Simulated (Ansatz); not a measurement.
## Formation energy and levels of the vacancy V_Mg in MgO (Fm-3m)

Aim: at which Fermi levels does V_Mg in MgO (Fm-3m) change its charge? The model is a cell of 54 host atoms with 1 Mg taken out.

Main program and level: Ansatz 0.2.0; place-levels on r2SCAN runs: charge-transition levels and formation energies with image-charge correction and potential alignment at the atomic sites; PAW set soft_1.

## Step 1: The structure

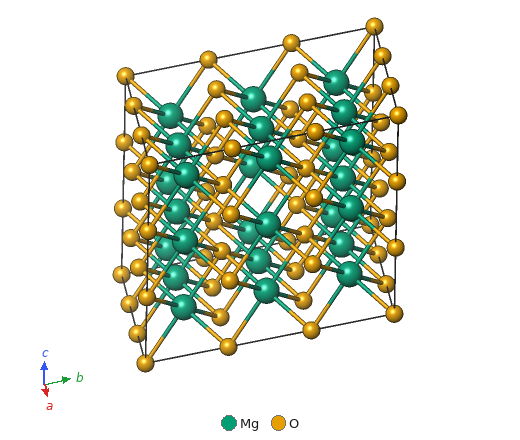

The starting structure, seen slightly off an axis (magnesium teal, oxygen orange). Bonds to atoms that aren't drawn are left out. Some periodic images of atoms are drawn too.

The cell holds 53 atoms: 26 Mg and 27 O. Its edges and angles: a = 8.658 Å, b = 8.658 Å, c = 8.658 Å, α = 60.0°, β = 60.0°, γ = 60.0°. It derives from MgO (space group Fm-3m). Nearest the centre at fractional (0.667, 0.667, 0.333): O28 at 2.04 Å, O32 at 2.04 Å, O44 at 2.04 Å, O34 at 2.04 Å, O50 at 2.04 Å, O46 at 2.04 Å, Mg15 at 2.89 Å, Mg39 at 2.89 Å.

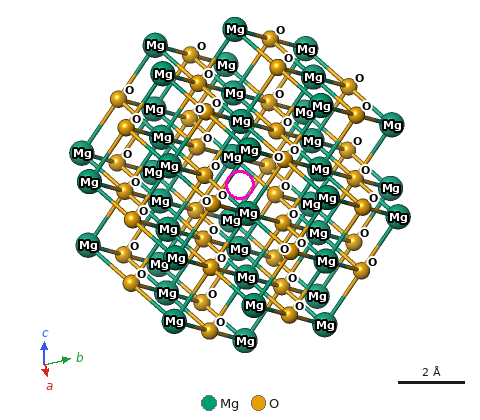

The atoms within 5 Å of the centre. A ring marks the centre wherever it is empty.

Known beforehand: the electronic dielectric constant, 3.24, and the static one, 10.37, from a response run on this crystal (DFPT, PBEsol) at that run's own cell.

The relaxed host is scaled by −3.0 % along all axes; the dielectric constants are those of the unstrained host.

The cell's shortest repeat is 8.7 Å.

## Step 2: What was run first

A transition level is the Fermi level at which two charge states cost the same, so each charge needs its own total energy, at its own relaxed structure.

Random displacements of about 0.05 Å break the site symmetry at the start, so that the relaxation can reach a distorted minimum if there is one. Forces are taken at one point at (¼, ¼, ¼). The cell holds 2 electrons more than the neutral one, with a uniform background that keeps it neutral on the whole.

The sampling was tested on the host first: at the k-points planned (1x1x1 shifted 0.25 0.25 0.25) its energy lies 0.021 eV an atom from the dense-mesh value, so the final energies take a denser sampling.

One of the inputs; charge, spin and start change from state to state.

Input file qm2.relax/input.yaml:

```yaml
crystal:
  lattice:
    - [0.0, 6.12190562, 6.12190562]
    - [6.12190562, 0.0, 6.12190562]
    - [6.12190562, 6.12190562, 0.0]
  atoms:
    - { symbol: Mg, position: [0.0, 0.0, 0.0] }
    - { symbol: O, position: [0.16666667, 0.16666667, 0.16666667] }
[... 6 atom lines left out ...]
    - { symbol: Mg, position: [0.0, 0.33333333, 0.33333333] }
[... 3 atom lines left out ...]
    - { symbol: Mg, position: [0.0, 0.66666667, 0.0] }
[... 1 atom line left out ...]
    - { symbol: Mg, position: [0.0, 0.66666667, 0.33333333] }
[... 5 atom lines left out ...]
    - { symbol: Mg, position: [0.33333333, 0.0, 0.33333333] }
[... 6 atom lines left out ...]
    - { symbol: O, position: [0.5, 0.5, 0.5] }
[... 1 atom line left out ...]
    - { symbol: O, position: [0.5, 0.5, 0.83333333] }
[... 1 atom line left out ...]
    - { symbol: O, position: [0.5, 0.83333333, 0.16666667] }
    - { symbol: Mg, position: [0.33333333, 0.66666667, 0.33333333] }
    - { symbol: O, position: [0.5, 0.83333333, 0.5] }
    - { symbol: Mg, position: [0.33333333, 0.66666667, 0.66666667] }
[... 1 atom line left out ...]
    - { symbol: Mg, position: [0.66666667, 0.0, 0.0] }
[... 1 atom line left out ...]
    - { symbol: Mg, position: [0.66666667, 0.0, 0.33333333] }
[... 4 atom lines left out ...]
    - { symbol: O, position: [0.83333333, 0.5, 0.16666667] }
    - { symbol: Mg, position: [0.66666667, 0.33333333, 0.33333333] }
    - { symbol: O, position: [0.83333333, 0.5, 0.5] }
    - { symbol: Mg, position: [0.66666667, 0.33333333, 0.66666667] }
[... 1 atom line left out ...]
    - { symbol: Mg, position: [0.66666667, 0.66666667, 0.0] }
    - { symbol: O, position: [0.83333333, 0.83333333, 0.16666667] }
[... 1 atom line left out ...]
    - { symbol: Mg, position: [0.66666667, 0.66666667, 0.66666667] }
    - { symbol: O, position: [0.83333333, 0.83333333, 0.83333333] }
  host:
    repeats: [3, 3, 3]
    atoms:
      - { symbol: Mg, position: [0.0, 0.0, 0.0] }
      - { symbol: O, position: [0.5, 0.5, 0.5] }
total_charge: -2
basis:
  ecutwfc: 500
  xc_grid: 2
hamiltonian:
  xc: r2scan
  pseudopotentials: { kind: paw, azcp: { folder: soft_1 } }
kpoints:
  mp_grid: { grid: [1, 1, 1], shift: [0.25, 0.25, 0.25] }
scf:
  occupations: { method: fixed }
  max_iter: 100
output:
  forces: true
  charged_corrections:
    epsilon: 3.24
    static_epsilon: 10.37
    defect_position: [0.666667, 0.666667, 0.333333]
relax:
  f_tol: 0.02
  max_steps: 80
  random_displacement: { amplitude: 0.05, seed: 5394 }
checkpoint:
  write: "../qm2.relax.run"
  compress: false
  write_wavefunctions: true
  write_every: 100000
```

On the command line:

```bash
$ ansatz run input.yaml --threads 4 --pin off --max-ram 7536MiB --backend cpu --events-out ev --progress --plain --runs-dir out
```

The relaxed structure is kept and the sampling changed to a 2×2×2 shifted mesh.

The run of this state that the levels use, under r2SCAN:

Input file qm2.point/input.yaml:

```yaml
crystal:
  checkpoint: "../qm2.relax.run"
  host: checkpoint
total_charge: -2
basis:
  ecutwfc: 500
  xc_grid: 2
hamiltonian:
  xc: r2scan
  pseudopotentials: { kind: paw, azcp: { folder: soft_1 } }
kpoints:
  mp_grid: { grid: [2, 2, 2], shift: [0.5, 0.5, 0.5] }
scf:
  occupations: { method: fermi_dirac, width: 0.01 }
  max_iter: 100
output:
  forces: true
  eigenvalues: true
  charged_corrections:
    epsilon: 3.24
    static_epsilon: 10.37
    defect_position: [0.666667, 0.666667, 0.333333]
  eigenstates: { localisation: true }
  populations: true
checkpoint:
  read: "../qm2.relax.run"
  write: "../qm2.point.run"
  compress: false
  write_wavefunctions: false
  write_every: 100000
```

Relaxations under r2SCAN at one point at (¼, ¼, ¼); times on 4 threads of Arm Neoverse V1, shared host:

```tsv
charge	moment (μB)	occupations	outcome	steps	largest displacement against the far atoms (Å)	time
−2	0	fixed	converged	5	0.10	54 s
−1	1	fixed	converged	17	0.10	9.8 min
0	0	fixed	not converged	-	-	73 s
0	0	fermi-dirac	converged	6	0.09	1.9 min
+1	1	fixed	converged	9	0.09	5.4 min
0	2	fixed	converged	7	0.09	4.7 min
```

Single points under r2SCAN at a 2×2×2 shifted mesh; times on 4 threads of Arm Neoverse V1, shared host:

```tsv
charge	moment (μB)	occupations	outcome	time
−2	0	fermi-dirac	converged	53 s
−1	1	fermi-dirac	converged	3.3 min
0	0	fermi-dirac	converged	81 s
+1	1	fermi-dirac	converged	3.5 min
0	2	fermi-dirac	converged	3 min
```

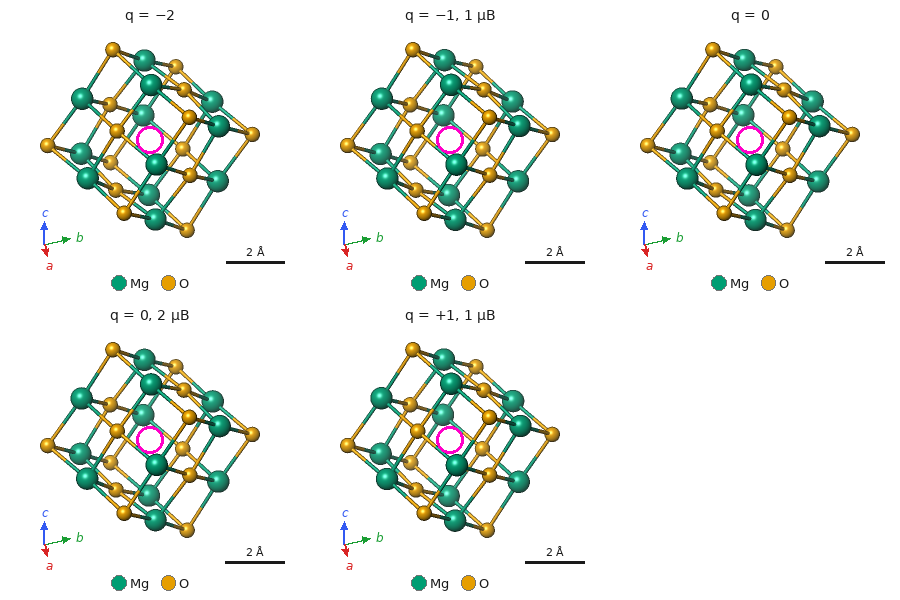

The structures near the centre after relaxation with r2SCAN, by charge. A ring marks the centre wherever it is empty.

Distances (Å) from the ideal centre to the nearest atoms after relaxation with r2SCAN:

```tsv
charge	moment (μB)	1.	2.	3.	4.	5.	6.
−2	0	O 2.14	O 2.14	O 2.14	O 2.14	O 2.14	O 2.15
−1	1	O 2.12	O 2.13	O 2.13	O 2.13	O 2.14	O 2.14
0	0	O 2.13	O 2.13	O 2.13	O 2.13	O 2.13	O 2.14
0	2	O 2.12	O 2.12	O 2.13	O 2.13	O 2.13	O 2.13
+1	1	O 2.09	O 2.10	O 2.11	O 2.11	O 2.13	O 2.13
```

## Step 3: place-levels, r2SCAN

A charged cell interacts with its images and the background, and its potential has another zero than the host's. place-levels removes the first by a point-charge model, screened by the static dielectric constant since the ions have relaxed around the charge, and the second by comparing potentials at atoms far from the defect.

The host is a run of the defect-free crystal in the same cutoffs, grids and k-points, so that basis and sampling errors cancel in part in the differences. Its band edges come from a run of the primitive cell that searches the zone for them. Chemical potentials are energies per atom of Mg (hcp), run with the same functional and cutoff.

Input file levels.point.yaml:

```yaml
host:
  run: host.point.run
  levels_from: { run: edges.point.run }
states: [qm2.point.run, qm1_M1.point.run, q0.point.run, qp1_M1.point.run, q0_M2.point.run]
geometry_from:
  qm2.point.run: qm2.relax.run
  qm1_M1.point.run: qm1_M1.relax.run
  q0.point.run: q0.relax_smeared.run
  qp1_M1.point.run: qp1_M1.relax.run
  q0_M2.point.run: q0_M2.relax.run
chemical_potentials:
  Mg:
    energy: -1926.407918
    dataset: "<sha256 of the dataset>"
epsilon: 3.24
static_epsilon: 10.37
vertical:
  - { from: qm2.point.run, to: qm2.point_neutral.run }
  - { from: qm1_M1.point.run, to: qm1_M1.point_neutral.run }
  - { from: qp1_M1.point.run, to: qp1_M1.point_neutral.run }
```

On the command line:

```bash
$ ansatz place-levels levels.point.yaml -- --threads 4 --pin off --max-ram 7536MiB
```

Numbers of over 12 decimals in the logs are rounded to 6 here.

Log:

```text
[... repeated set-up lines and file paths are left out, and long positions are rounded to six places ...]
(+1/0) 0.100 eV beneath the valence edge (-0.214 eV without the band-filling correction), in the valence band
(0/-1) 0.379 eV above the valence edge, 6.283 eV under the conduction edge
(-1/-2) 0.889 eV above the valence edge, 5.773 eV under the conduction edge
formation energy of charge +1: +9.215 eV with the Fermi level at the valence edge
formation energy of charge 0: +9.114 eV with the Fermi level at the valence edge
formation energy of charge -1: +9.493 eV with the Fermi level at the valence edge
formation energy of charge -2: +10.382 eV with the Fermi level at the valence edge
vertical -2 to 0: no energy, since no alignment is typed
  the change from vertical[0].from (qm2.point.run) to vertical[0].to (qm2.point_neutral.run): by its potential at epsilon 3.24 it stands at 0.667 0.667 0.333, with an rms radius of about 4.0 Å (2.3 2.3 2.3 Å across the planes of the cell's vectors); [...]
vertical -1 to 0: no energy, since no alignment is typed
  the change from vertical[1].from (qm1_M1.point.run) to vertical[1].to (qm1_M1.point_neutral.run): by its potential at epsilon 3.24 it stands at 0.666 0.666 0.332, with an rms radius of about 4.8 Å (2.7 2.7 2.9 Å across the planes of the cell's vectors); [...]
vertical +1 to 0: no energy, since no alignment is typed
  the change from vertical[2].from (qp1_M1.point.run) to vertical[2].to (qp1_M1.point_neutral.run): by its potential at epsilon 3.24 it stands at 0.678 0.713 0.345, with an rms radius of about 3.4 Å (1.9 2.0 1.9 Å across the planes of the cell's vectors); [...]
[...]
of states[3] (qp1_M1.point.run): it parts from the run at its places by a charge that spreads by about 2 Å along one vector (1.2 Å or more is wide), by its potential at epsilon 3.24, taken for that of held ions (one typed too small widens it), where the [...]
  of states[4] (q0_M2.point.run): its alignment with the host at atomic sites is doubtful: the cell is too small to show whether the defect's potential has decayed: take a larger one; stability_check_not_made
  of states[1] (qm1_M1.point.run): it parts from the run at its places by a charge that spreads by about 2.9 Å along one vector (1.2 Å or more is wide), by its potential at epsilon 3.24, taken for that of held ions (one typed too small widens it), where the [...]
  of states[0] (qm2.point.run): it parts from the run at its places by a charge that spreads by about 2.3 Å along one vector (1.2 Å or more is wide), by its potential at epsilon 3.24, taken for that of held ions (one typed too small widens it), where the cell [...]
  of states[2] (q0.point.run): its alignment with the host at atomic sites is doubtful: the cell is too small to show whether the defect's potential has decayed: take a larger one
  of vertical[0].from (qm2.point.run): it parts from the run at its places by a charge that spreads by about 2.3 Å along one vector (1.2 Å or more is wide), by its potential at epsilon 3.24, taken for that of held ions (one typed too small widens it), where [...]
  vertical[0].to (qm2.point_neutral.run): levels filled in part (TS 0.011 eV): its energy is of no whole electron's
  vertical[1].from (qm1_M1.point.run): levels filled in part (TS 0.005 eV): its energy is of no whole electron's
  of vertical[1].from (qm1_M1.point.run): stability_check_not_made; [...]
  vertical[1].to (qm1_M1.point_neutral.run): levels filled in part (TS 0.010 eV): its energy is of no whole electron's
  vertical[2].from (qp1_M1.point.run): levels filled in part (TS 0.002 eV): its energy is of no whole electron's
  of vertical[2].from (qp1_M1.point.run): stability_check_not_made; [...]
  vertical[2].to (qp1_M1.point_neutral.run): levels filled in part (TS 0.009 eV): its energy is of no whole electron's
```

The job ended after 0.63 s (4 threads of Arm Neoverse V1, shared host).

Levels between the charges placed, in eV above the valence top:

```tsv
	gap (eV)	(+1/0)	(0/−1)	(−1/−2)
r2SCAN	6.66	-0.10	0.38	0.89
```

Corrections by state:

```tsv
charge	moment (μB)	image terms and alignment (eV)	band filling (eV)	ε used	over the lowest of its charge, as the program ranks them, band filling apart (eV)
+1	1.0	-0.378	-0.114	10.37	0.000
0	2.0	0.000	-	-	0.000
−1	1.0	0.710	-	10.37	0.000
−2	0.0	1.816	-	10.37	0.000
0	0.0	0.000	-	-	0.141
```

The charged structures listed were also run neutral, and place-levels reads from each pair, by the potential or the spins, how wide the charge is by which they differ; that can be the carrier of either run.

```tsv
charge	rms radius (Å)	spread where it is widest against the cell (Å)	wide from (Å)	reading
+1	3.4	2.04	1.22	wide
−1	4.8	2.87	1.22	wide
−2	4.0	2.32	1.22	wide
```

The neutral runs of these pairs need not share the spin of the lowest neutral state, and very wide values only mean spread over the cell.

From the program's caveats on the states, each cut to its opening words:

- charge +1 (1 μB): it parts from the run at its places by a charge that spreads by about 2 Å along one vector (1.2 Å or more is wide), by its potential at epsilon 3.24, taken for [...]
- charge +1 (1 μB): a band-filling correction moves a carrier to the host's band edge, which changes its energy by -0.114 eV
- charge +1 (1 μB), 0 (2 μB), −1 (1 μB), −2, 0: its alignment with the host at atomic sites is doubtful: the cell is too small to show whether the defect's potential has decayed: take a larger one
- charge +1 (1 μB): the host's ions (past the first shell or, of a walk that freed a part, those that it held) aren't shown at rest: they stand up to 0.057 Å off their sites, 0.84 [...]
- charge +1 (1 μB), 0 (2 μB), −1 (1 μB): flagged: stability check not made
- charge −1 (1 μB): it parts from the run at its places by a charge that spreads by about 2.9 Å along one vector (1.2 Å or more is wide), by its potential at epsilon 3.24, taken [...]
- charge −2: it parts from the run at its places by a charge that spreads by about 2.3 Å along one vector (1.2 Å or more is wide), by its potential at epsilon 3.24, taken [...]

The host's formation energy from the elements is -2.919 eV per atom at this strain; it sets how far the chemical potentials can move.

Limit set by the element alone; other compounds of these elements are not counted. Chemical potentials from the elements' reference states: Mg 0.00 eV, O -5.84 eV. Formation energy by charge state (Mg-rich; gap 6.66 eV):

```tsv
charge	at valence top (eV)	at conduction bottom (eV)	correction included (eV)
+1	9.21	15.88	-0.49
0	9.11	9.11	0.00
−1	9.49	2.83	0.71
−2	10.38	-2.94	1.82
```

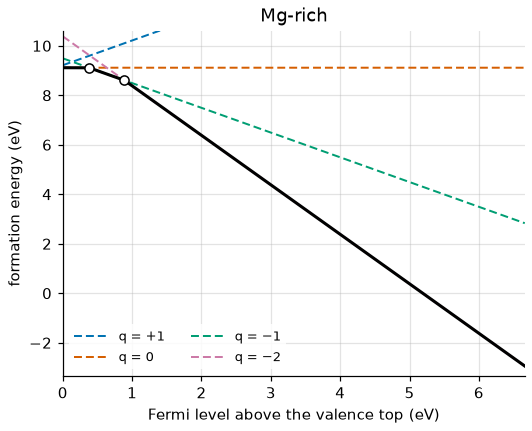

Formation energy against Fermi level; the thick line follows the lowest charge state and circles mark the transition levels.

Limit set by the element alone; other compounds of these elements are not counted. Chemical potentials from the elements' reference states: O 0.00 eV, Mg -5.84 eV. Formation energy by charge state (O-rich; gap 6.66 eV):

```tsv
charge	at valence top (eV)	at conduction bottom (eV)	correction included (eV)
+1	3.38	10.04	-0.49
0	3.28	3.28	0.00
−1	3.65	-3.01	0.71
−2	4.54	-8.78	1.82
```

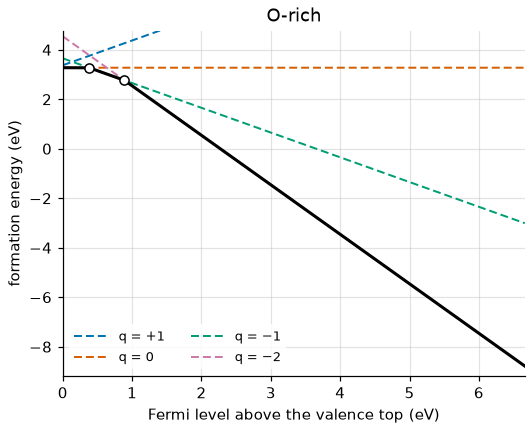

Formation energy against Fermi level; the thick line follows the lowest charge state and circles mark the transition levels.

The charge transition levels (eV, zero at the valence-band top of the host):

```tsv
	conduction bottom	valence top
V_Mg	6.66	0.00
```

```tsv
	level	energy (eV)
V_Mg	(+1/0)	-0.10
V_Mg	(0/−1)	0.38
V_Mg	(−1/−2)	0.89
```

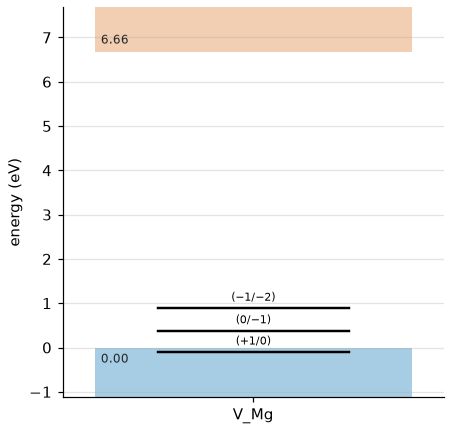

Charge transition levels. Shaded: valence and conduction bands.

## Step 4: Results

| Quantity | Value |
| --- | --- |
| gap of the host | 6.66 eV (r2SCAN) |
| level (plus 1/0) | 0.10 eV below the valence top (-0.21 eV above the valence top without the band-filling term) |
| level (0/minus 1) | 0.38 eV above the valence top |
| level (minus 1/minus 2) | 0.89 eV above the valence top |
| lowest of the charges placed, just above the valence top (0.02 eV) | 0 |
| lowest of the charges placed, just below the conduction bottom (0.02 eV) | −2 |
| lowest formation energy at mid-gap of the charges run, Mg-rich | 3.72 eV |
| lowest formation energy at mid-gap of the charges run, O-rich | -2.12 eV |

What this shows: Of the charges placed (−2, −1, 0 and +1), the lowest changes at 0.38 eV (0/−1) and 0.89 eV (−1/−2) above the valence top, in a gap of 6.66 eV. (0/−1) and (−1/−2) lie nearer to a band edge than the share of the finite-size correction in them (0.71 and 1.11 eV), and that correction holds for a localised charge alone. Charges below −2 were not placed, so these runs say nothing of levels that involve them. States placed: +1 at 1 μB; 0 at 2 μB and 0 μB; −1 at 1 μB; −2 at 0 μB. Other spin states or structures, where not listed, weren't placed. The program finds carriers beyond a band edge of the host and adds a band-filling term at charge +1 (-0.11 eV); steps to such a charge show no bound level, and a defect level inside a band would be read the same way. Corrections reach 1.8 eV, so the cell is small for these charges and their levels are rough. The program doubts the alignment of potentials for at least one state, a sign that the cell is small. Limits: the images are only 8.7 Å apart; r2SCAN makes the gap too small and tends to spread out bound carriers; where a gas molecule sets a chemical potential or the host's formation energy, its binding is uncorrected; force components of up to 0.21 eV/Å remain in a run at the final settings.

[Logs are printed without paths, hosts, clocks, repeated set-up lines and the standing remarks that a program may print on its own settings, such as how far it seeks lower states.]

[Hosts, paths, dates, database ids (printed as entryN), source tags and the programs' standing remarks are cut or masked in the printed files.]

[Where a table of states has a column of steps, it counts the stored structures, which are thinned; the runs took as many ionic steps or more.]

[A defect's name tells the site on which it was built; relaxed atoms can leave that site.]

[For some hosts the program warned that the k-mesh of the response run may be too coarse for force constants and the static dielectric constant; such warnings are not shown here.]
